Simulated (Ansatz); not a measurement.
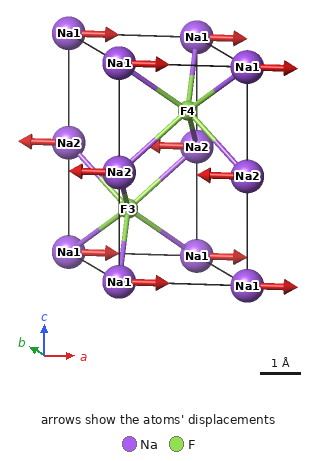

The lowest optical mode of solid NaF (a generated structure), space group P6₃/mmc (No. 194), at the zone centre. The red arrows are the displacements of the atoms (eigenvector over the root of the mass), of arbitrary overall length and sign. Style: ball-and-stick. Shown: the cell of the calculation, slightly off an axis.

The calculation used Ansatz, DFT PBE, scalar-relativistic, plane waves, PAW. Set-up: plane-wave cutoff 420 eV; k-point mesh 12 × 12 × 4; occupations fixed; no spin polarisation.

Frequencies are those without the non-analytic (LO–TO) term.

> Is the structure stable against all modes at this point?

Yes: this softest mode has a real frequency, and so have all others here. That speaks for this wave vector alone: the rest of the zone wasn't checked in this run. This is the E₂u mode (doubly degenerate; one member of the set is drawn) at 125 cm⁻¹, the lowest optical level, silent by symmetry (neither infrared- nor Raman-active). The F atoms stay at rest; all motion is along a; atoms of one kind move against one another, with no net shift of their sublattice.
